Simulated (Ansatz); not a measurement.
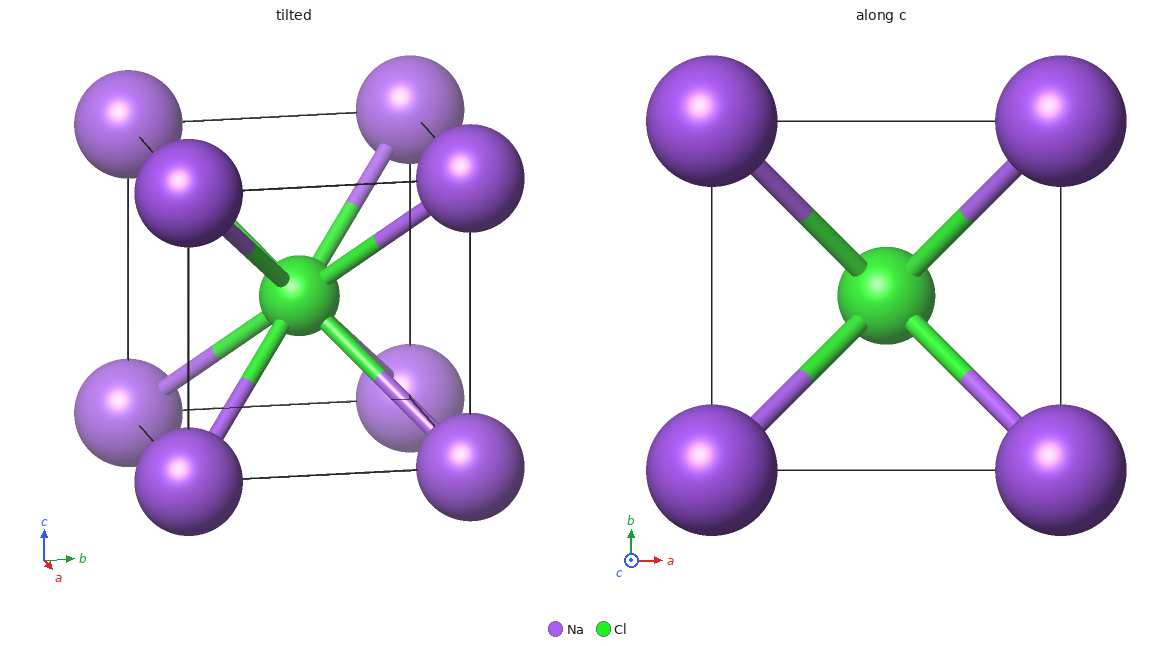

Ball-and-stick representation of a periodic structure, projected slightly off an axis and along the c axis. The edges of the conventional unit cell are marked.

NaCl, space group P4/mmm (No. 123), a = 3.460 Å, b = 3.460 Å, c = 3.573 Å, α = 90.00°, β = 90.00°, γ = 90.00°. Source of the structure: a structure type filled with these elements by a generator (whether the compound takes this form wasn't checked). The cell was then strained or its atoms displaced on purpose. An electronic-structure calculation with Ansatz was run on it.

This one geometry was computed with Ansatz (DFT, plane waves, PAW) at three levels of theory: PBE, r2SCAN and HSE06. It was relaxed with r2SCAN and then strained.

Q: How does the band gap change with the level of theory?

A: PBE: a gap of 3.91 eV, indirect; r2SCAN: a gap of 4.71 eV, indirect; HSE06: a gap of 5.22 eV, indirect.

Q: Collect the results in a table.

A:
| level | cutoff (eV) | k-mesh of the run's cell | gap (eV) | pressure (GPa) |
| --- | --- | --- | --- | --- |
| PBE | 420 | 8×8×8 | 3.91 | 0.2 |
| r2SCAN | 500 | 8×8×8 | 4.71 | -0.8 |
| HSE06 | 420 | 6×6×6 | 5.22 | -0.3 |

Gaps are taken on the k-mesh or band path of each run.
